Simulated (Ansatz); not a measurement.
Input of the run:

```
crystal:
  lattice:
    - [6.0023911113, 0.0, 0.0]
    - [0.0, 5.9429614964, 0.0]
    - [0.0, 0.0, 5.9429614964]
  atoms:
    - { symbol: Cs, position: [0.0, 0.0, 0.0] }
    - { symbol: Pb, position: [0.5, 0.5, 0.5] }
    - { symbol: Br, position: [0.5, 0.5, 0.0] }
    - { symbol: Br, position: [0.5, 0.0, 0.5] }
    - { symbol: Br, position: [0.0, 0.5, 0.5] }
kpoints:
  mp_grid: { grid: [4, 4, 4] }
  band_path:
    path: [[0.0, 0.0, 0.0], [0.0, 0.5, 0.0], [0.5, 0.5, 0.0], [0.5, 0.5, 0.5]]
    npoints: 1
hamiltonian:
  xc: pbe
scf:
  occupations: { method: fermi_dirac, width: 0.02 }
  n_extra_bands: 5
output:
  forces: true
  stress: true
  eigenvalues: true
  write_density: true
  write_potential: true
  elf: true
  volumetric_format: npy
```

Run as:
```bash
ansatz run input.yaml --threads 4 --pin off --max-ram 4608MiB --backend cpu --events-out ev --progress --plain --runs-dir out
```

What will the density of states look like?

There is a gap; over the k points computed it is 1.66 eV (direct among those points). The upper group of valence states starts about 4.0 eV under the valence-band top (which lies at −0.8 eV on this axis), with a gap beneath it; it holds about 18 electrons a cell. Within the window shown, the tallest peak of the filled states lies 1.8 eV under the valence-band top, at about 15 states per eV and cell.

Spin-orbit coupling is left out, which matters for Pb.

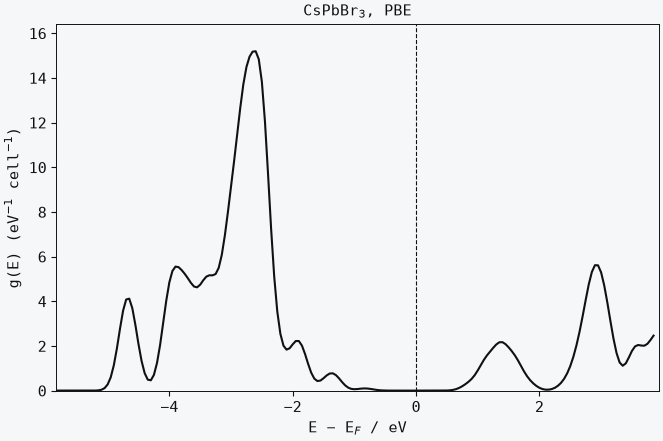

Density of states. Energies are counted from the Fermi level. The curve is built from the levels of the k mesh with Gaussians 0.3 eV wide, which also blur the band edges.
